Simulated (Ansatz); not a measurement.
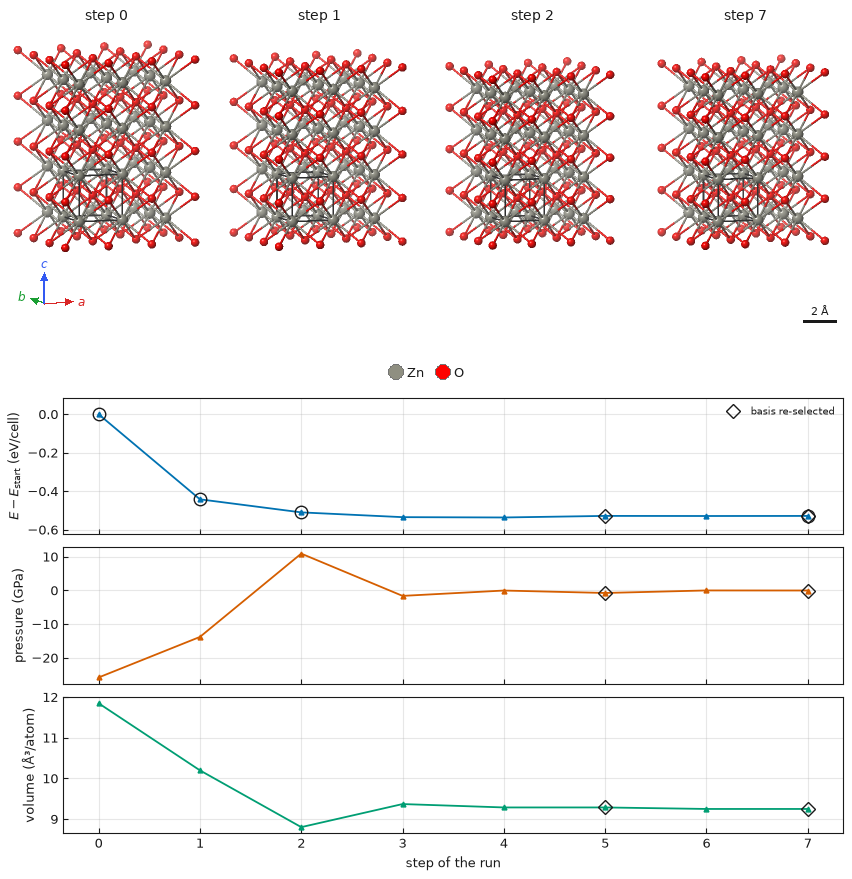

Frames of a relaxation of a crystal of ZnO (built on the CsCl-221 type type), marked on the history of the run. Style: ball-and-stick. Shown: the cell of the calculation, repeated 2 × 2 × 3 with one cell outlined, slightly off an axis.

Theory: DFT, PBEsol, plane waves, PAW (Ansatz). (plane-wave cutoff 420 eV; k-point mesh 8 × 8 × 8; occupations fermi dirac; smearing width 0.03 eV; no spin polarisation; cell and atoms relaxed; force threshold 0.01 eV/Å; at most 120 steps)

Question: What happens along the run?

Answer: The atoms keep their places relative to the cell (all moves are under 0.005 Å). The drawn cell changes as follows: a = b = c 2.872 → 2.645 Å (−7.9 %); the volume changes by −21.9 %. Near-neighbour distances that change, for instance: O–Zn 2.488 → 2.290 Å. The space group stays Pm-3m (No. 221). The energy falls by 0.528 eV per cell of the calculation in 5 accepted moves (7 points after the start). All forces vanish by symmetry, so only the cell relaxes. Pressure: −25.81 GPa at the start and −0.01 GPa at the end. The SCF was repeated twice at an unchanged geometry on a basis and grid sized afresh for the cell, which shifted the energy by 8.2 meV per cell of the calculation at most. Cost: 1.9 s on 2 threads of Intel(R) Xeon(R) 6975P-C (Granite Rapids) (shared host), peak memory 0.36 GiB. From step 0 to 1: volume −13.9 %, energy −0.442 eV per cell of the calculation. From step 1 to 2: volume −13.7 %, energy −67.8 meV per cell of the calculation. From step 2 to 7: volume +5.1 %, energy −18.4 meV per cell of the calculation.

```csv
step,"E − E(0), meV/atom","pressure, GPa","volume, Å³/atom",note
0,0.00,-25.81,11.849,
1,-220.86,-13.78,10.199,
2,-254.78,10.94,8.803,
3,-267.16,-1.60,9.371,
4,-268.00,-0.02,9.287,
5,-263.92,-0.74,9.287,"same geometry, new basis"
6,-264.18,0.01,9.250,
7,-263.99,-0.01,9.250,"same geometry, new basis"
```
